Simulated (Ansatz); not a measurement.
BP: single-point calculation

- system: BP (I-4m2, 2 atoms in the cell)
- method: DFT PBE, scalar-relativistic, plane waves, PAW, no spin polarisation (Ansatz 0.2.0)

The structure derives from an entry of the Crystallography Open Database. It belongs to a series of runs on one base structure; here: strain -0.040 along x and y, +0.080 along z, atoms carried along.

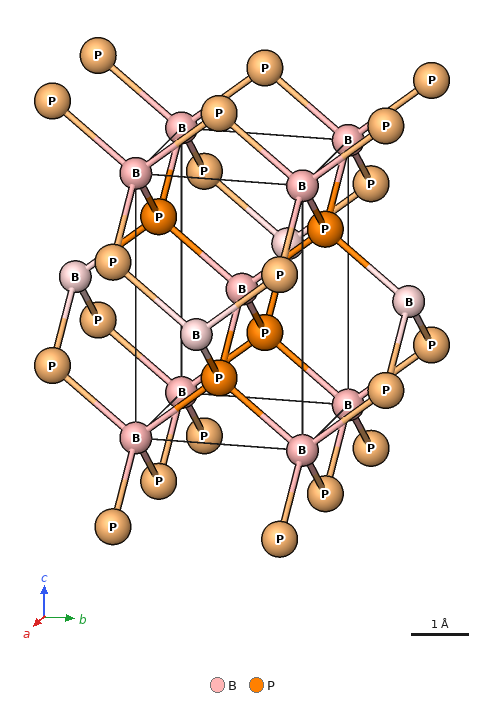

The structure (ball-and-stick view of the cell 2 times as large as that of the calculation, set on its symmetry axes, seen slightly off an axis; neighbours outside the cell are drawn fainter). An atom can appear more than once, as a periodic image. Near neighbours in the periodic cell (some may lie outside the picture): B has 4 P at 1.97 Å; P has 4 B at 1.97 Å.

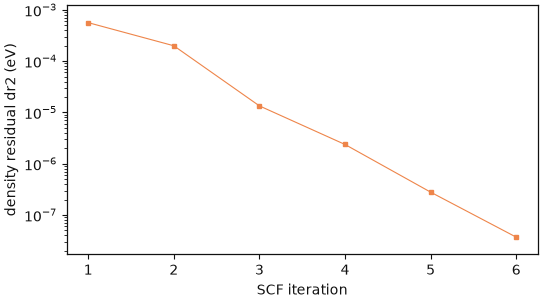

Convergence of the self-consistent field: density residual dr2 against the SCF iteration. The residual falls at every step.

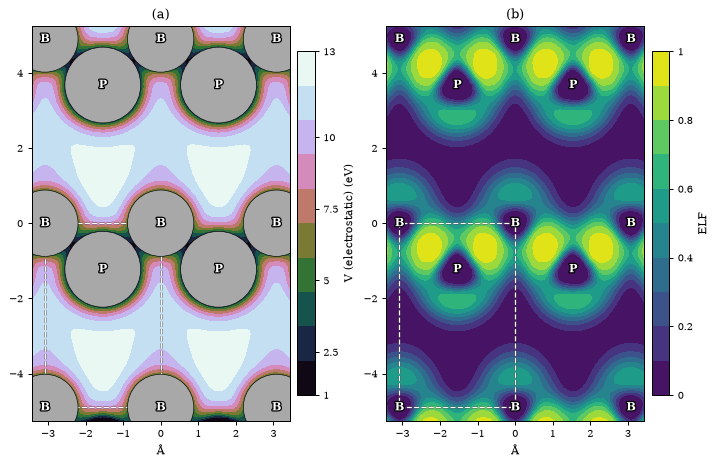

(a) electrostatic potential energy of an electron; (b) electron localisation function on the (010) plane of the conventional cell. Grey discs, where drawn, cover atomic cores. The section cuts through B and P sites. B–P (1.97 Å): the ELF peaks at about 0.95 between the atoms (a covalent bond). Outside the cores the potential energy rises away from the atoms and is highest about 1.9 Å from the nearest atoms; outside the discs it spans about 11 eV, and its zero is arbitrary. In a PAW calculation such maps are meaningful between the atoms, not at the nuclei.

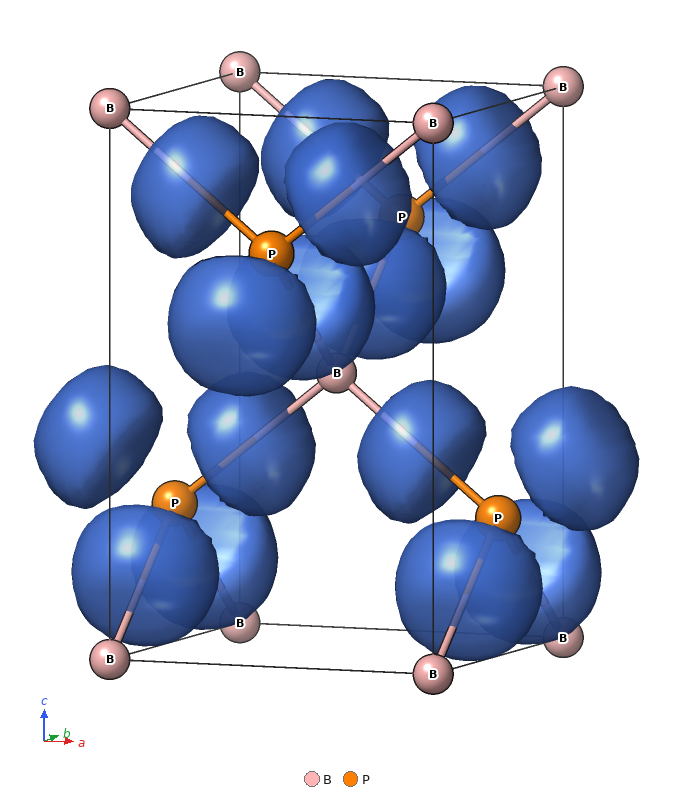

Isosurface of the electron localisation function at 0.75 (blue), seen slightly off an axis. Only the valence region is drawn (cores and ρ < 0.01 e/Å³ removed). Sticks mark near contacts. The outline is the cell set on symmetry axes. Values along the shortest contacts:

The input and output of the run follow.

Input
```yaml
crystal:
  lattice:
    - [0.0, 2.17824, 2.45052]
    - [2.17824, 0.0, 2.45052]
    - [2.17824, 2.17824, 0.0]
  atoms:
    - { symbol: B, position: [0.0, 0.0, 0.0] }
    - { symbol: P, position: [0.75, 0.75, 0.75] }
basis:
  ecutwfc: 420
kpoints:
  mp_grid: { grid: [10, 10, 10] }
hamiltonian:
  xc: pbe
scf:
  occupations: { method: gaussian, width: 0.05 }
output:
  forces: true
  stress: true
  eigenvalues: true
  write_density: true
  write_potential: true
  elf: true
  volumetric_format: npy
```

Command:
```bash
ansatz run input.yaml --threads 1 --pin off --max-ram 2560MiB --backend cpu --events-out ev --progress --plain --runs-dir out
```

What the program printed
```
Engine: ansatz 0.2.0, x86_64-unknown-linux-gnu
Pseudopotentials: kind: paw
Pseudopotential: B, paw, valence charge 3, recommended cutoff 420 eV (normal), B.paw.azcp
Pseudopotential: P, paw, valence charge 5, recommended cutoff 420 eV (normal), P.paw.azcp
Functional definition: PBE
  parameter kappa = 0.804
  parameter beta = 0.06672455060314922
  exchange = pbe_x(kappa = kappa, mu = beta*pi^2/3)
  correlation = pbe_c(beta = beta)
Crystal: 2 atoms, lattice volume = 23.254 Å³
Basis set: ecut = 420 eV, 461 PW (Γ), exchange–correlation on 48×48×48 points (8 copies of the dense FFT grid, shifted against one another)
Bands: 8, of which v1, the nominal top of the filled ones, is band 4 counted from 1 (3 counted from 0)
Symmetry: 8 space group operations
Space group: I-4m2 (ITA 119), of the structure as read, at distance tolerance 2.9e-5 Å
k-points: 102 of 1000 (time reversal used)
Non-local potential: B, projectors of the file, l = 0: 2, l = 1: 2, l = 2: 1
Non-local potential: P, projectors of the file, l = 0: 2, l = 1: 2, l = 2: 2
PAW form: soft (Blöchl's): semilocal exchange-correlation on the pseudo side does not see the compensation charge
PAW one-centre angular grid: B, 110 points (default); XC on 64 Gauss nodes
PAW one-centre angular grid: P, 110 points (default); XC on 64 Gauss nodes
Initial density: superposition of atomic densities (neutral atoms: chi_scale 0, normalization atom), corrected by the library's trained network
Initial wavefunctions: pseudopotential atomic-orbital guess
Functional: x = pbe(κ = 0.804, μ = 0.2195149727645171), c = pbe(β = 0.06672455060314922)
SCF iter   1: F=—  HF=-912.246359 eV  |F-HF|=—  |Δ(HF+E_count)|=         —  Δρ=1.63e-3  dr2=5.62e-4  ethr=1.77e-3  ⟨swp⟩=6.1  Hψ=7565  notcnv=0
preconditioner: auto → none  [insulator: Δε(μ)=0.344 eV  Ē_g=12.753 eV  σ=0.050 eV  W_gap=1.00  n_scr=0 (ndim 8)  ℏωp=21.8 eV  f_vac=0.000  D(μ)=0.00/eV (n_scr^D=0)  ε∞_Penn≈3.9]
SCF iter   2: F=—  HF=-912.246318 eV  |F-HF|=—  |Δ(HF+E_count)|=   4.05e-5  Δρ=8.96e-4  dr2=1.99e-4  ethr=7.02e-6  ⟨swp⟩=2.3  Hψ=2006  notcnv=0
SCF iter   3: F=—  HF=-912.246293 eV  |F-HF|=—  |Δ(HF+E_count)|=   2.46e-5  Δρ=2.86e-4  dr2=1.34e-5  ethr=2.48e-6  ⟨swp⟩=2.6  Hψ=1205  notcnv=0
SCF iter   4: F=—  HF=-912.246299 eV  |F-HF|=—  |Δ(HF+E_count)|=   5.97e-6  Δρ=1.09e-4  dr2=2.37e-6  ethr=1.68e-7  ⟨swp⟩=2.0  Hψ=1223  notcnv=0
SCF iter   5: F=—  HF=-912.246300 eV  |F-HF|=—  |Δ(HF+E_count)|=   4.70e-7  Δρ=3.05e-5  dr2=2.79e-7  ethr=2.96e-8  ⟨swp⟩=2.0  Hψ=1168  notcnv=0
SCF iter   6: F=-912.246300 eV  HF=-912.246300 eV  |F-HF|=2.68e-8  |Δ(HF+E_count)|=   6.25e-8  Δρ=1.10e-5  dr2=3.70e-8  ethr=1.25e-9  ⟨swp⟩=8.9  Hψ=5453  notcnv=0
SCF 1 converged in 6 iterations: F = -912.246300 eV  dr2 = 3.70e-8
  greatest PAW one-centre occupation: 0.774 electrons in one spin orbital (limit 2), on the P atom at site 1 (counted from 0), in its partial waves of l = 0
SCF converged after 6 iterations
Free energy (F): -912.246300 eV
Harris-Foulkes:  -912.246300 eV  (|F-HF|=2.68e-8)
Internal energy: -912.246300 eV  (E = F + TS)
E sigma→0 (E₀):  -912.246300 eV
Fermi energy:    9.969650 eV
--- Per-component energies (eV) ---
  E_band       = 22.912049
  E_kinetic    = 121.788619
  E_local      = -66.411794  (includes V_loc(G=0)·N_el)
  E_nonlocal   = 45.023599
  E_hartree    = 16.608989
  E_xc         = -94.835094
  E_vxc        = -100.504444  (∫ρ·V_xc dr)
  E_paw        = -647.957025  (= ΣΔE_a)
  E_vpaw       = -10.201671  (= ΣTr[D̂ρ^β])
  E_aug_tail   = 0.000000  (compensation charges beyond the density's cutoff)
  E_ewald      = -286.463592
  E_smearing   = -0.000000  (= −TS)
  E_closure    = 0.000000  (closes the sum)
  Σ components = -912.246300   (vs F -912.246300, Δ=0.00e0)
--- Forces (eV/Å), atoms counted from 1 ---
  atom   1  B     -0.00000000     0.00000000    -0.00000000
  atom   2  P      0.00000000    -0.00000000     0.00000000
  max |Σ_I F_I| component: 2.08e-16 eV/Å
--- Stress (GPa, compression-positive) ---
       13.950691       0.000000       0.000000
        0.000000      13.950691       0.000000
        0.000000       0.000000     -22.569762
  P = ⅓ Tr σ = 1.7772 GPa (17.772 kbar)
--- Band table (eV; the first three rows and the last of 102) ---
  k-point 0: bands = ["-6.1547", "8.4739", "9.8021", "9.8021", "12.6323", "12.6323", "13.2425", "16.4099"]
  k-point 1: bands = ["-5.9726", "7.7744", "8.8732", "9.5483", "12.7892", "13.0595", "13.8179", "16.9081"]
  k-point 2: bands = ["-5.4329", "5.6880", "7.9653", "9.0922", "12.7167", "13.9091", "14.4940", "18.0344"]
  k-point 101: bands = ["-2.0298", "0.0846", "6.0936", "6.0936", "11.5589", "12.1579", "21.4196", "21.4196"]
```

Summary

```tsv
quantity	value
outcome	converged
space group (tolerance 0.01 Å)	I-4m2 (119)
electrons treated	8
free energy	−912.2463 eV
Fermi energy	9.970 eV
gap on the k-point mesh	0.34 eV
pressure	1.78 GPa
largest force (length of the vector)	under 0.001 eV/Å
hardware	1 thread of Intel Xeon @ 2.50GHz (Skylake/Cascade Lake), 189 GiB of memory available, shared host
wall time	6.2 s
peak memory	0.33 GiB
```
